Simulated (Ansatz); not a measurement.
A series of calculations on AlN

### Vibrations

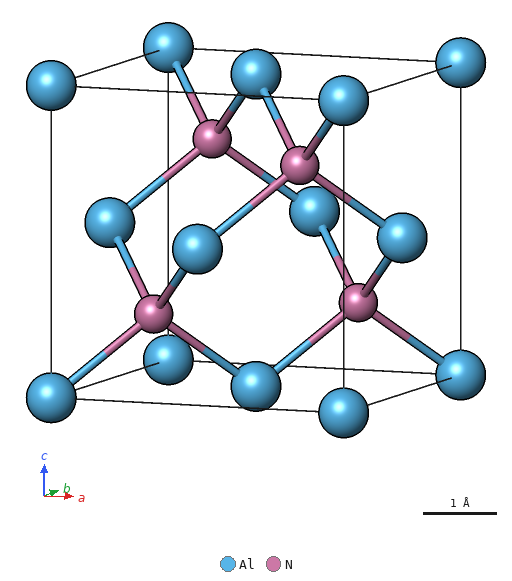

Phonons of a crystal of AlN relaxed at 2 GPa, space group F-43m (No. 216), at the zone centre. The picture is a ball-and-stick view of the conventional cell (4 times the calculation's cell), seen slightly off an axis. Lengths and directions refer to the drawn axes.

Theory: DFT PBEsol, scalar-relativistic, plane waves, PAW in Ansatz 0.2.0. Settings: plane-wave cutoff 420 eV; k-point mesh 10 × 10 × 10; occupations fixed; target pressure 2 GPa; no spin polarisation.

Frequencies are those without the non-analytic (LO–TO) term.

Which optical modes does it have, at what frequencies, and is it stable there?

Answer. The calculation's cell holds 2 atoms, so there are 3 optical modes, in 1 level. The optical modes span T₂. No level is unstable.

```csv
level,symmetry,frequency (cm⁻¹),activity
1,T₂,658,infrared- and Raman-active
```

The displacement patterns (one member of each degenerate set):

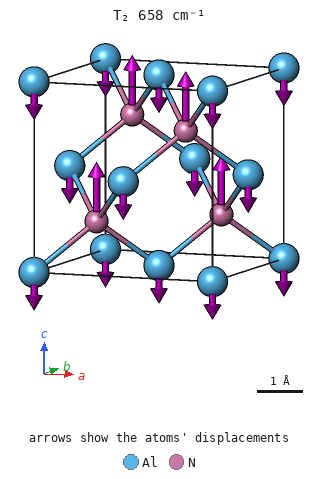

### One mode

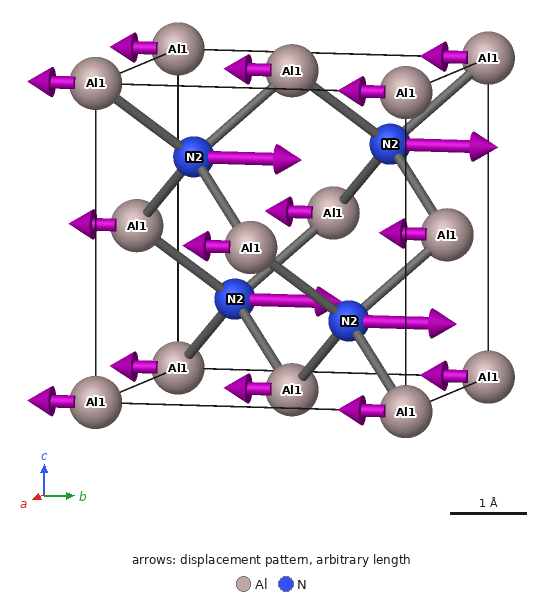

One vibrational mode of crystalline AlN relaxed at 12 GPa at the zone centre. Displacements are drawn as purple arrows; their common scale and sign are arbitrary. Style: ball-and-stick. Shown: the conventional cell (4 times the calculation's cell), slightly off an axis. Lengths and directions refer to the drawn axes.

Theory: DFT LDA, scalar-relativistic, plane waves, PAW in Ansatz 0.2.0.

Input
```yaml
crystal:
  lattice:
    - [0.0, 2.1340533238, 2.1340533238]
    - [2.1340533238, 0.0, 2.1340533238]
    - [2.1340533238, 2.1340533238, 0.0]
  atoms:
    - { symbol: Al, position: [0.0, 0.0, 0.0] }
    - { symbol: "N", position: [0.75, 0.75, 0.75] }
basis:
  ecutwfc: 420
kpoints:
  mp_grid: { grid: [10, 10, 10] }
hamiltonian:
  xc: lda
scf:
  occupations: { method: fixed }
output:
  eigenvalues: true
phonons:
  method: dfpt
  dielectric: true
  rigid_motions: translations
  eigenvectors: true
```

Run as
```bash
ansatz run input.yaml --threads 1 --pin off --max-ram 3072MiB --backend cpu --events-out ev --progress --plain --runs-dir out
```

Frequencies are those without the non-analytic (LO–TO) term.

Q: What mode is this, and where does it lie in the spectrum?

A: This is the T₂ mode (triply degenerate; one member of the set is drawn) at 714 cm⁻¹, the only optical level, infrared- and Raman-active by symmetry. The N sublattice moves against the Al sublattice, along b; the kinetic energy is shared as N 66 %, Al 34 %. Its infrared intensity is 48 (D/Å)²/amu for the set. The value is the transverse one; the longitudinal partner lies at 952 cm⁻¹.

### One mode

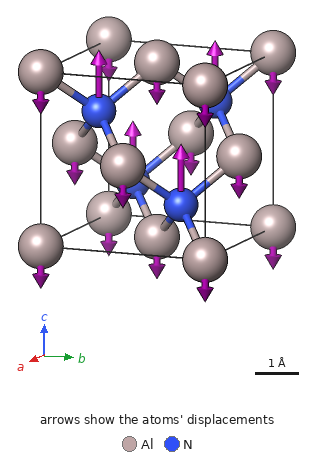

One vibrational mode of crystalline AlN relaxed at 50 GPa at the zone centre. The purple arrows give the relative displacements of the atoms. The picture is a ball-and-stick view of the conventional cell (4 times the calculation's cell), seen slightly off an axis. Lengths and directions refer to the drawn axes.

These are results of DFT PBE, scalar-relativistic, plane waves, PAW in Ansatz 0.2.0, not measurements. Set-up: plane-wave cutoff 420 eV; k-point mesh 10 × 10 × 10; occupations fixed; target pressure 50 GPa; no spin polarisation.

Frequencies are those without the non-analytic (LO–TO) term.

Q: Describe the mode and give its frequency.

A: This is the T₂ mode (triply degenerate; one member of the set is drawn) at 816 cm⁻¹, the only optical level, infrared- and Raman-active by symmetry. The N sublattice moves against the Al sublattice, along c; the kinetic energy is shared as N 66 %, Al 34 %. Its infrared intensity is 48 (D/Å)²/amu for the set. The value is the transverse one; the longitudinal partner lies at 1051 cm⁻¹.

### Softest mode

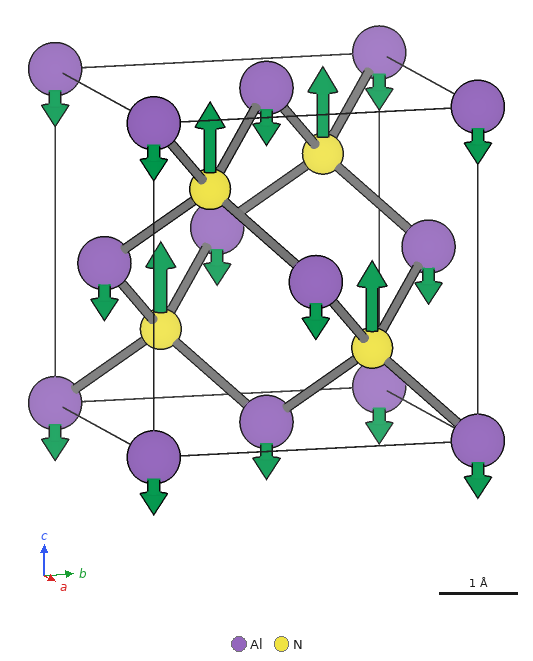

The lowest optical mode of a crystal of AlN relaxed at 2 GPa, space group F-43m (No. 216), at the zone centre. Displacements are drawn as green arrows; their common scale and sign are arbitrary. Style: ball-and-stick. Shown: the conventional cell (4 times the calculation's cell), slightly off an axis. Lengths and directions refer to the drawn axes.

Theory: DFT PBE, scalar-relativistic, plane waves, PAW in Ansatz.

Input file:
```yaml
crystal:
  lattice:
    - [0.0, 2.1941407968, 2.1941407968]
    - [2.1941407968, 0.0, 2.1941407968]
    - [2.1941407968, 2.1941407968, 0.0]
  atoms:
    - { symbol: Al, position: [0.0, 0.0, 0.0] }
    - { symbol: "N", position: [0.75, 0.75, 0.75] }
basis:
  ecutwfc: 420
kpoints:
  mp_grid: { grid: [10, 10, 10] }
hamiltonian:
  xc: pbe
scf:
  occupations: { method: fixed }
output:
  eigenvalues: true
phonons:
  method: dfpt
  dielectric: true
  rigid_motions: translations
  eigenvectors: true
```

Launched with:
```bash
ansatz run input.yaml --threads 1 --pin off --max-ram 3072MiB --backend cpu --events-out ev --progress --plain --runs-dir out
```

Frequencies are those without the non-analytic (LO–TO) term.

Q: Is the structure stable against all modes at this point?

A: Yes: this softest mode has a real frequency, and so have all others here. That speaks for this wave vector alone: the rest of the zone wasn't checked in this run. This is the T₂ mode (triply degenerate; one member of the set is drawn) at 19.3 THz, the only optical level, infrared- and Raman-active by symmetry. The N sublattice moves against the Al sublattice, along c; the kinetic energy is shared as N 66 %, Al 34 %. Its infrared intensity is 49 (D/Å)²/amu for the set. The value is the transverse one; the longitudinal partner lies at 878 cm⁻¹.

### Softest mode

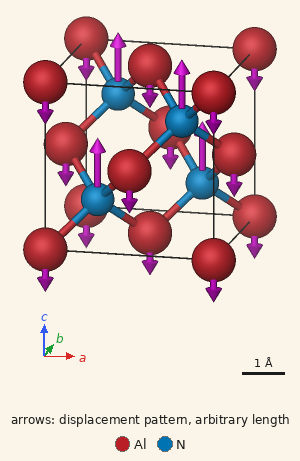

The lowest optical mode of crystalline AlN relaxed at 40 GPa, space group F-43m (No. 216), at the zone centre. The purple arrows give the relative displacements of the atoms. A ball-and-stick model of the conventional cell (4 times the calculation's cell), seen slightly off an axis. Lengths and directions refer to the drawn axes.

These are results of Ansatz 0.2.0, DFT PBE, scalar-relativistic, plane waves, PAW, not measurements.

The input:
```yaml
crystal:
  lattice:
    - [0.0, 2.0913710329, 2.0913710329]
    - [2.0913710329, 0.0, 2.0913710329]
    - [2.0913710329, 2.0913710329, 0.0]
  atoms:
    - { symbol: Al, position: [0.0, 0.0, 0.0] }
    - { symbol: "N", position: [0.75, 0.75, 0.75] }
basis:
  ecutwfc: 420
kpoints:
  mp_grid: { grid: [10, 10, 10] }
hamiltonian:
  xc: pbe
scf:
  occupations: { method: fixed }
output:
  eigenvalues: true
phonons:
  method: dfpt
  dielectric: true
  rigid_motions: translations
  eigenvectors: true
```

Command:
```bash
ansatz run input.yaml --threads 1 --pin off --max-ram 3072MiB --backend cpu --events-out ev --progress --plain --runs-dir out
```

Frequencies are those without the non-analytic (LO–TO) term.

Is the structure stable against all modes at this point?

Answer. Yes: this softest mode has a real frequency, and so have all others here. That speaks for this wave vector alone: the rest of the zone wasn't checked in this run. This is the T₂ mode (triply degenerate; one member of the set is drawn) at 786 cm⁻¹, the only optical level, infrared- and Raman-active by symmetry. The N sublattice moves against the Al sublattice, along c; the kinetic energy is shared as N 66 %, Al 34 %. Its infrared intensity is 48 (D/Å)²/amu for the set. The value is the transverse one; the longitudinal partner lies at 1021 cm⁻¹.
